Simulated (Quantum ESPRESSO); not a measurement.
# SrO (Fm-3m): zone-centre phonons, part 2 of 5

Which modes does SrO (Fm-3m) have at the zone centre?

Quantum ESPRESSO 7.5; DFT PBE, scalar-relativistic, plane waves, GBRV ultrasoft pseudopotentials.

So far. Step 2 (A first look): A gap of 3.3 eV opens on this mesh, so the crystal is taken as an insulator; the start stands at 3.3 GPa. Step 4 (Self-consistent run for the response): The cell stands at -0.08 GPa, close enough for phonons.

The database entry behind the starting cell differs from later determinations by our own check (about 0.5 % short), so it need not match the best structure at ambient conditions.

## 5. Zone-centre response

At q = 0 one unit cell holds all displacements; symmetry groups them into irreducible representations that are solved one by one. The response to a field gives ε∞ and the Born charges, which polar modes need.

The input, ph.in:

```
phonons
&INPUTPH
  prefix = 'x'
  outdir = './tmp'
  fildyn = 'g.dyn'
  tr2_ph = 1.0d-18
  epsil  = .true.
/
0.000000000000 0.000000000000 0.000000000000
```

Run with:

```bash
$ OMP_NUM_THREADS=1 mpirun -n 4 ph.x -nk 4 -in ph.in > ph.out
```

Output:

```text
[banners, grids, parts of the stress and lines that vanish by symmetry left out]
[banner, memory and clock lines left out]
Program PHONON v.7.5

     ./tmp/x.save/

     IMPORTANT: XC functional enforced from input :
     Exchange-correlation= PBE
                           (   1   4   3   4   0   0   0)
     Any further DFT definition will be discarded
     Please, verify this is what you really want

     G-vector sticks info

     Check: negative core charge=   -0.000001

     negative rho (up, down):  6.612E-02 0.000E+00
     Reading collected, re-writing distributed wavefunctions in ./tmp/

     Number and degeneracy of irreps per q-point
       N         xq(1)         xq(2)         xq(3)   N irreps
       1   0.000000000   0.000000000   0.000000000       2
        3   3

     Calculation of q =    0.0000000   0.0000000   0.0000000

     phonons

     bravais-lattice index     =            2
     lattice parameter (alat)  =       9.8192  a.u.
     unit-cell volume          =     236.6819 (a.u.)^3
     number of atoms/cell      =            2
     number of atomic types    =            2
     kinetic-energy cut-off    =      55.0000  Ry
     charge density cut-off    =     440.0000  Ry
     convergence threshold     =      1.0E-18
     beta                      =       0.7000
     number of iterations used =            4
     Exchange-correlation= PBE
                           (   1   4   3   4   0   0   0)

     celldm(1)=    9.81917  celldm(2)=    0.00000  celldm(3)=    0.00000
     celldm(4)=    0.00000  celldm(5)=    0.00000  celldm(6)=    0.00000

     crystal axes: (cart. coord. in units of alat)
               a(1) = ( -0.5000  0.0000  0.5000 )
               a(2) = (  0.0000  0.5000  0.5000 )
               a(3) = ( -0.5000  0.5000  0.0000 )

     reciprocal axes: (cart. coord. in units 2 pi/alat)
               b(1) = ( -1.0000 -1.0000  1.0000 )
               b(2) = (  1.0000  1.0000  1.0000 )
               b(3) = ( -1.0000  1.0000 -1.0000 )

     Atoms inside the unit cell:

     Cartesian axes

     site n.  atom      mass           positions (alat units)
        1  Sr     87.6200   tau(    1) = (   -0.50000    0.50000    0.50000  )
        2  O      15.9990   tau(    2) = (    0.00000    0.00000    0.00000  )

     Computing dynamical matrix for
                    q = (   0.0000000   0.0000000   0.0000000 )

     49 Sym.Ops. (with q -> -q+G )

     G cutoff = 1074.5903  (  36685 G-vectors)     FFT grid: ( 48, 48, 48)
     G cutoff =  537.2951  (  13107 G-vectors)  smooth grid: ( 36, 36, 36)
     number of k points=    29
                       cart. coord. in units 2pi/alat
        k(    1) = (   0.0000000   0.0000000   0.0000000), wk =   0.0039062
        k(    2) = (  -0.1250000   0.1250000  -0.1250000), wk =   0.0312500
        k(    3) = (  -0.2500000   0.2500000  -0.2500000), wk =   0.0312500
        [... further k-points left out ...]

     PseudoPot. # 1 for Sr read from file:
     ./pseudo/Sr.upf
     Pseudo is Ultrasoft + core correction, Zval = 10.0
     Using radial grid of  883 points,  6 beta functions with:
                l(1) =   0
                l(2) =   0
                l(3) =   1
                l(4) =   1
                l(5) =   2
                l(6) =   2
     Q(r) pseudized with  6 coefficients,  rinner =    1.400   1.400   1.400
                                                       1.400   1.400

     PseudoPot. # 2 for O  read from file:
     ./pseudo/O.upf
     Pseudo is Ultrasoft + core correction, Zval =  6.0
     Using radial grid of  737 points,  5 beta functions with:
                l(1) =   0
                l(2) =   0
                l(3) =   1
                l(4) =   1
                l(5) =   2
     Q(r) pseudized with  8 coefficients,  rinner =    0.900   0.900   0.900
                                                       0.900   0.900

     Mode symmetry, O_h (m-3m)  point group:

     Electric field:
     Dielectric constant
     Born effective charges as d Force / d E

     Atomic displacements:
     There are    2 irreducible representations

     Representation     1      3 modes -  To be done

     Representation     2      3 modes -  To be done

     Alpha used in Ewald sum =   2.8000

     negative rho (up, down):  6.612E-02 0.000E+00

     Electric Fields Calculation

      iter #   1   av.it.:   6.0
      thresh= 1.000E-02 alpha_mix =  0.700 |ddv_scf|^2 =  1.488E-08

      iter #   2   av.it.:  11.8
      thresh= 1.220E-05 alpha_mix =  0.700 |ddv_scf|^2 =  1.070E-09

      iter #   3   av.it.:  11.6
      thresh= 3.271E-06 alpha_mix =  0.700 |ddv_scf|^2 =  1.225E-10

      iter #   4   av.it.:  11.5
      thresh= 1.107E-06 alpha_mix =  0.700 |ddv_scf|^2 =  2.622E-12

      iter #   5   av.it.:  11.4
      thresh= 1.619E-07 alpha_mix =  0.700 |ddv_scf|^2 =  3.344E-14

      iter #   6   av.it.:  11.9
      thresh= 1.829E-08 alpha_mix =  0.700 |ddv_scf|^2 =  3.634E-16

      iter #   7   av.it.:  11.1
      thresh= 1.906E-09 alpha_mix =  0.700 |ddv_scf|^2 =  3.470E-17

      iter #   8   av.it.:  11.8
      thresh= 5.891E-10 alpha_mix =  0.700 |ddv_scf|^2 =  9.112E-20

     End of electric fields calculation

          Dielectric constant in cartesian axis

          (       3.778403838       0.000000000       0.000000000 )
          (      -0.000000000       3.778403838       0.000000000 )
          (       0.000000000      -0.000000000       3.778403838 )

          Effective charges (d Force / dE) in cartesian axis without acoustic sum rule applied (asr)

           atom    1  Sr    Mean Z*:        2.43612
      Ex  (        2.43612        0.00000        0.00000 )
      Ey  (        0.00000        2.43612        0.00000 )
      Ez  (        0.00000        0.00000        2.43612 )
           atom    2  O     Mean Z*:       -2.43590
      Ex  (       -2.43590       -0.00000       -0.00000 )
      Ey  (       -0.00000       -2.43590        0.00000 )
      Ez  (       -0.00000        0.00000       -2.43590 )

          Effective charges Sum: Mean:        0.00022
              0.00022       -0.00000        0.00000
             -0.00000        0.00022        0.00000
              0.00000        0.00000        0.00022

          Effective charges (d Force / dE) in cartesian axis with asr applied:
           atom    1  Sr    Mean Z*:        2.43601
      E*x (        2.43601        0.00000        0.00000 )
      E*y (        0.00000        2.43601        0.00000 )
      E*z (        0.00000        0.00000        2.43601 )
           atom    2  O     Mean Z*:       -2.43601
      E*x (       -2.43601       -0.00000       -0.00000 )
      E*y (       -0.00000       -2.43601       -0.00000 )
      E*z (       -0.00000       -0.00000       -2.43601 )

     Representation #   1 modes #   1   2   3

     Self-consistent Calculation

      iter #   1   av.it.:   6.4
      thresh= 1.000E-02 alpha_mix =  0.700 |ddv_scf|^2 =  3.848E-07

      iter #   2   av.it.:  12.3
      thresh= 6.203E-05 alpha_mix =  0.700 |ddv_scf|^2 =  6.905E-09

      iter #   3   av.it.:  12.4
      thresh= 8.309E-06 alpha_mix =  0.700 |ddv_scf|^2 =  9.534E-11

      iter #   4   av.it.:  12.4
      thresh= 9.764E-07 alpha_mix =  0.700 |ddv_scf|^2 =  2.289E-12

      iter #   5   av.it.:  11.6
      thresh= 1.513E-07 alpha_mix =  0.700 |ddv_scf|^2 =  6.128E-15

      iter #   6   av.it.:  12.4
      thresh= 7.828E-09 alpha_mix =  0.700 |ddv_scf|^2 =  1.263E-16

[...]
End of self-consistent calculation

     Convergence has been achieved

     Representation #   2 modes #   4   5   6

     Self-consistent Calculation

[...]
iter #   2   av.it.:  12.3
      thresh= 5.367E-05 alpha_mix =  0.700 |ddv_scf|^2 =  1.541E-08

      iter #   3   av.it.:  12.4
      thresh= 1.241E-05 alpha_mix =  0.700 |ddv_scf|^2 =  3.168E-10

      iter #   4   av.it.:  12.3
      thresh= 1.780E-06 alpha_mix =  0.700 |ddv_scf|^2 =  6.459E-13

      iter #   5   av.it.:  12.0
      thresh= 8.037E-08 alpha_mix =  0.700 |ddv_scf|^2 =  2.255E-14

      iter #   6   av.it.:  12.0
      thresh= 1.502E-08 alpha_mix =  0.700 |ddv_scf|^2 =  2.580E-16

      iter #   7   av.it.:  12.2
      thresh= 1.606E-09 alpha_mix =  0.700 |ddv_scf|^2 =  1.083E-17

      iter #   8   av.it.:  12.3
      thresh= 3.291E-10 alpha_mix =  0.700 |ddv_scf|^2 =  1.611E-19

     End of self-consistent calculation

     Convergence has been achieved

     Number of q in the star =    1
     List of q in the star:
          1   0.000000000   0.000000000   0.000000000

          Dielectric constant in cartesian axis

          (       3.778403838       0.000000000       0.000000000 )
          (      -0.000000000       3.778403838       0.000000000 )
          (       0.000000000      -0.000000000       3.778403838 )

          Effective charges (d Force / dE) in cartesian axis without acoustic sum rule applied (asr)

           atom    1  Sr    Mean Z*:        2.43612
      Ex  (        2.43612        0.00000        0.00000 )
      Ey  (        0.00000        2.43612        0.00000 )
      Ez  (        0.00000        0.00000        2.43612 )
           atom    2  O     Mean Z*:       -2.43590
      Ex  (       -2.43590       -0.00000       -0.00000 )
      Ey  (       -0.00000       -2.43590        0.00000 )
      Ez  (       -0.00000        0.00000       -2.43590 )

          Effective charges Sum: Mean:        0.00022
              0.00022       -0.00000        0.00000
             -0.00000        0.00022        0.00000
              0.00000        0.00000        0.00022

          Effective charges (d Force / dE) in cartesian axis with asr applied:
           atom    1  Sr    Mean Z*:        2.43601
      E*x (        2.43601        0.00000        0.00000 )
      E*y (        0.00000        2.43601        0.00000 )
      E*z (        0.00000        0.00000        2.43601 )
           atom    2  O     Mean Z*:       -2.43601
      E*x (       -2.43601       -0.00000       -0.00000 )
      E*y (       -0.00000       -2.43601       -0.00000 )
      E*z (       -0.00000       -0.00000       -2.43601 )

     Diagonalizing the dynamical matrix

     q = (    0.000000000   0.000000000   0.000000000 )

 **************************************************************************
     freq (    1) =       0.029859 [THz] =       0.995992 [cm-1]
     freq (    2) =       0.029859 [THz] =       0.995992 [cm-1]
     freq (    3) =       0.029859 [THz] =       0.995992 [cm-1]
     freq (    4) =       5.694230 [THz] =     189.939054 [cm-1]
     freq (    5) =       5.694230 [THz] =     189.939054 [cm-1]
     freq (    6) =       5.694230 [THz] =     189.939054 [cm-1]
 **************************************************************************

     Mode symmetry, O_h (m-3m)  point group:

     freq (   1-   3) =          1.0  [cm-1]   --> T_1u G_15  G_4- I
     freq (   4-   6) =        189.9  [cm-1]   --> T_1u G_15  G_4- I
```

It took 98 s on 4 MPI ranks of Arm Neoverse V1, shared host.

This step gave:

* miss of the charge sum rule: 2.20e-4 e
* largest acoustic frequency at the zone centre before the sum rule: 1 cm⁻¹
* highest optical zone-centre mode (no LO-TO term): 189.9 cm⁻¹
* lowest optical zone-centre mode: 189.9 cm⁻¹
* mean high-frequency dielectric constant: 3.778
* largest Born charge in size (third of the trace): 2.436 e

Born charge (rows field, columns displacement), before the sum rule (e), principal values of the symmetric part by kind of site:

```csv
atom,atoms with these values,low,middle,high,mean
Sr1,1,2.44,2.44,2.44,2.44
O2,1,-2.44,-2.44,-2.44,-2.44
```

In full for Sr1:

```
2.44 0.00 0.00
0.00 2.44 0.00
0.00 0.00 2.44
```

High-frequency dielectric tensor:

```
3.78 0.00 0.00
0.00 3.78 0.00
0.00 0.00 3.78
```

The acoustic modes at Γ come out as far as 1.0 cm⁻¹ from zero, where they should vanish, a small numerical error; the Born charges miss their sum rule by 2.2e-4 e, which is good.

## 6. Zone-centre analysis

A rigid shift of the crystal must cost nothing, but grids and finite bases break this; the acoustic sum rule is imposed before the matrix is diagonalised again. With Born charges the intensities follow, and the static dielectric tensor.

The input, dynmat.in:

```
&INPUT
  fildyn = 'g.dyn'
  asr    = 'simple'
  fileig = 'dynmat.eig'
  lperm  = .true.
/
```

Run with:

```bash
$ dynmat.x -in dynmat.in > dynmat.out
```

Output:

```text
[banner, memory and clock lines left out]
Program DYNMAT v.7.5

     Reading Dynamical Matrix from file g.dyn
     ...Force constants read
     ...epsilon and Z* read
     A direction for q was not specified:TO-LO splitting will be absent

     Polarizability (A^3 units)
     multiply by 0.519175 for Clausius-Mossotti correction
         7.754501   -0.000000    0.000000
         0.000000    7.754501   -0.000000
         0.000000    0.000000    7.754501

     IR activities are in (D/A)^2/amu units

# mode   [cm-1]    [THz]      IR
    1     -0.00   -0.0000    0.0000
    2     -0.00   -0.0000    0.0000
    3     -0.00   -0.0000    0.0000
    4    189.92    5.6937   10.1197
    5    189.92    5.6937   10.1197
    6    189.92    5.6937   10.1197

Electronic dielectric permittivity tensor (relative, adimensional)
         3.778404   -0.000000    0.000000
         0.000000    3.778404   -0.000000
         0.000000    0.000000    3.778404

 ... with zone-center polar mode contributions
        20.839373   -0.000000    0.000000
        -0.000000   20.839373    0.000000
         0.000000    0.000000   20.839373
```

Run time: 0.46 s. Hardware: 1 thread.

This step gave:

- mean static dielectric constant: 20.84

Unit eigenvectors of the mass-weighted matrix after the sum rule; no LO-TO term. The modes at Γ (shares of kinetic energy by element, %):

```csv
mode,frequency (cm⁻¹),symmetry,Sr %,O %
1,0.0,acoustic,85,15
2,0.0,acoustic,85,15
3,0.0,acoustic,85,15
4,189.9,T1u,15,85
5,189.9,T1u,15,85
6,189.9,T1u,15,85
```

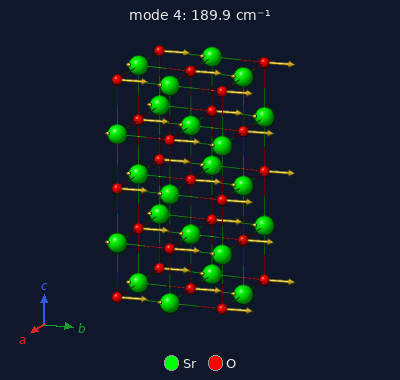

Displacement patterns of mode 4 at Γ; arrows are exaggerated. 1×1×2 conventional cells are drawn. Some periodic images of atoms are drawn too.

Degenerate modes summed, no LO-TO term. Infrared lines, with heights relative to the strongest:

```csv
position (cm⁻¹),lines merged,label,"IR intensity, relative"
190,3,T1u,100
```

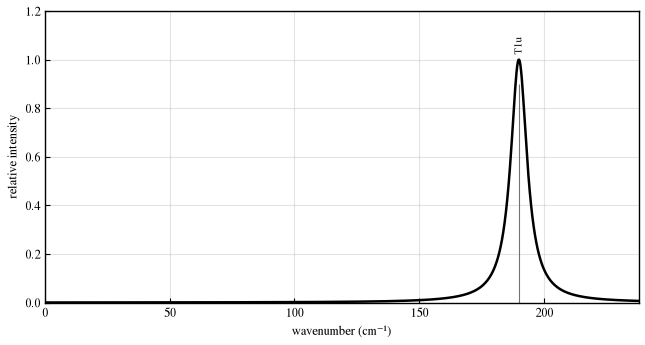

The infrared spectrum, broadened with Lorentzians of width 8 cm⁻¹; bars mark the lines.

Static dielectric tensor (ions relaxed, fixed cell):

```
20.84  0.00  0.00
 0.00 20.84  0.00
 0.00  0.00 20.84
```

The rule moves no optical mode by more than 0.1 cm⁻¹.

(Continued in part 3 of 5.)

[Host names and launcher messages were left out of these logs when they were recorded.]

[Logs are printed without paths, hosts, clocks, repeated set-up lines and the standing remarks that a program may print on its own settings, such as how far it seeks lower states.]

[Hosts, paths, dates, database ids (printed as entryN), source tags and the programs' standing remarks are cut or masked in the printed files.]
